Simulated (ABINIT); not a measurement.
**Si: dielectric calculation (part 3 of 3)**

The same run, continued: Si (P6₃/mmc, 4 atoms in the cell); Kohn-Sham DFT of a periodic cell, LDA, PseudoDojo NC SR LDA v0.4.1 standard, no spin polarisation (ABINIT 10.8.3); cutoff 380.96 eV, 4×4×2 k-mesh, fixed occupations. The structure derives from a Materials Project entry. The settings are looser than a standard set-up, so the numbers are not reference values.

Geometry of the input (Å; fractional positions):
```
3.8313  0.0000  0.0000
-1.9157  3.3180  0.0000
0.0000  0.0000  6.3326
Si 0.6667  0.3333  0.9370
Si 0.3333  0.6667  0.4370
Si 0.6667  0.3333  0.5630
Si 0.3333  0.6667  0.0630
```

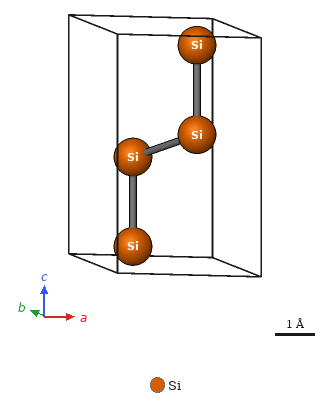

The structure (ball-and-stick view of the cell of the calculation, seen slightly off an axis). An atom can appear more than once, as a periodic image.

File anaddb.abo, continued
```
 Effective charge tensors after
 imposition of the charge neutrality (if requested by user),
 and eventual restriction to some part :
   atom    displacement
         1         1    0.000000E+00    0.000000E+00    0.000000E+00
         1         2    0.000000E+00    0.000000E+00    0.000000E+00
         1         3    0.000000E+00    0.000000E+00    0.000000E+00
         2         1    0.000000E+00    0.000000E+00    0.000000E+00
         2         2    0.000000E+00    0.000000E+00    0.000000E+00
         2         3    0.000000E+00    0.000000E+00    0.000000E+00
         3         1    0.000000E+00    0.000000E+00    0.000000E+00
         3         2    0.000000E+00    0.000000E+00    0.000000E+00
         3         3    0.000000E+00    0.000000E+00    0.000000E+00
         4         1    0.000000E+00    0.000000E+00    0.000000E+00
         4         2    0.000000E+00    0.000000E+00    0.000000E+00
         4         3    0.000000E+00    0.000000E+00    0.000000E+00
 Now, the imaginary part of the dynamical matrix is zeroed

================================================================================

 anaddb : the run completed successfully.
```

Key numbers

```tsv
quantity	value
outcome	converged
space group (tolerance 0.01 Å)	P6₃/mmc (194)
electrons treated	16
free energy	−463.6737 eV
Fermi energy	4.586 eV
pressure	−2.06 GPa
largest force (length of the vector)	0.019 eV/Å
ε∞ (xx, yy, zz)	22.50, 22.50, 16.14
Born charges (mean of the diagonal)	all 4 Si atoms (0.00 e)
hardware	1 thread of AMD EPYC (Zen 3), 189 GiB of memory available, shared host
wall time	56 s
peak memory	0.07 GiB
```

The settings depart from the standard set-up of this series, which can bear on the numbers. Points of doubt noted for this run: k mesh coarse for field response.
